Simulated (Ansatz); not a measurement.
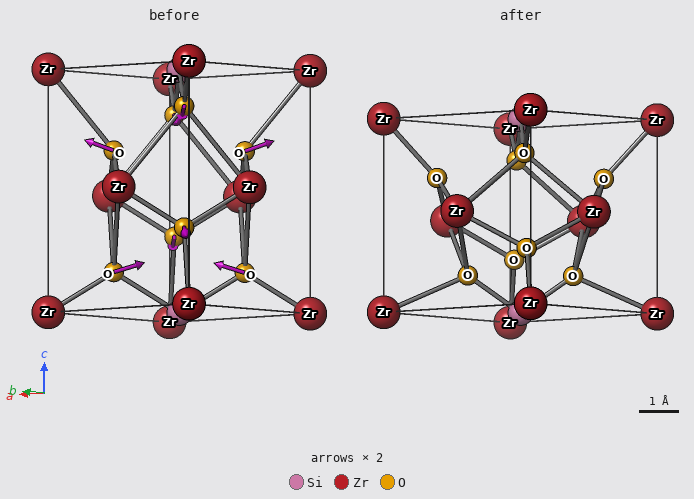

The structure of crystalline Zr$_{3}$SiO$_{8}$ (set up in P-42m) before (left) and after (right) a relaxation, at one scale. The purple arrows give the displacements (the part carried along by the change of the cell is left out), 2 times their true length.

The picture is a ball-and-stick view of the cell of the calculation, seen from a free direction.

Case: 1 of 4 Zr sites taken by Si, cell and atoms relaxed.

All numbers below come from DFT PBE, scalar-relativistic, plane waves, PAW (Ansatz 0.2.0).

The input:
```yaml
crystal:
  lattice:
    - [3.4249291994, -3.4249291994, 0.0]
    - [3.4249291994, 3.4249291994, 0.0]
    - [0.0, 0.0, 6.3501394535]
  atoms:
    - { symbol: Si, position: [0.5, 0.5, 0.0] }
    - { symbol: Zr, position: [0.0, 0.0, 0.0] }
    - { symbol: Zr, position: [0.0, 0.5, 0.5] }
    - { symbol: Zr, position: [0.5, 0.0, 0.5] }
    - { symbol: O, position: [0.25, 0.75, 0.3329581291] }
    - { symbol: O, position: [0.75, 0.25, 0.3329581291] }
    - { symbol: O, position: [0.25, 0.75, 0.8329581291] }
    - { symbol: O, position: [0.75, 0.25, 0.8329581291] }
    - { symbol: O, position: [0.25, 0.25, 0.6670418709] }
    - { symbol: O, position: [0.75, 0.75, 0.6670418709] }
    - { symbol: O, position: [0.25, 0.25, 0.1670418709] }
    - { symbol: O, position: [0.75, 0.75, 0.1670418709] }
basis:
  ecutwfc: 420
kpoints:
  mp_grid: { grid: [6, 6, 4] }
hamiltonian:
  xc: pbe
scf:
  occupations: { method: gaussian, width: 0.02 }
output:
  forces: true
  stress: true
  eigenvalues: true
relax:
  adjacent_minimum: "off"
  f_tol: 0.015
  max_steps: 60
  cell: { stress_tol: 0.15 }
```

Launched with:
```bash
ansatz run input.yaml --threads 2 --pin off --max-ram 5120MiB --backend cpu --events-out ev --progress --plain --runs-dir out
```

Summarise the run.

Answer. The largest moves relative to the cell, 0.43 Å, are those of O7, O8, O11 and O12. O8 goes along [−2 2 −1]. Zr and Si stay in place. Cell: a = b 4.844 → 5.058 Å (+4.4 %), c 6.350 → 5.060 Å (−20.3 %). Volume −13.1 %. Among the contacts that change: Zr2–O10 2.721 → 2.081 Å, Zr2–O11 2.014 → 2.405 Å, Si1–O11 2.014 → 1.686 Å, Zr3–O11 2.721 → 2.406 Å. Among the angles between lasting bonds that change: Zr2–O7–Zr3 114.2° → 96.1°, Zr3–O7–Zr4 78.0° → 96.0°, O7–Si1–O8 116.5° → 109.5°. The space group (tolerance 0.01 Å) goes from P-42m (No. 111) to P-43m (No. 215). The energy falls by 527 meV per atom in 7 accepted moves (9 points after the start). Largest force component: 3.4 eV/Å at the start, 0.00096 eV/Å at the end. Pressure: −8.27 GPa at the start and 0.03 GPa at the end. At 2 points the geometry stayed and the basis and grid were re-selected for the new cell (energy shift of 1.3 meV per atom at most each time). The run took 120 s on 2 threads of Intel(R) Xeon(R) Platinum 8375C CPU @ 2.90GHz (Ice Lake) (shared host), peak memory 0.58 GiB.

Limits of the set-up: layers or molecules are held without a dispersion correction, so their spacing is unreliable.
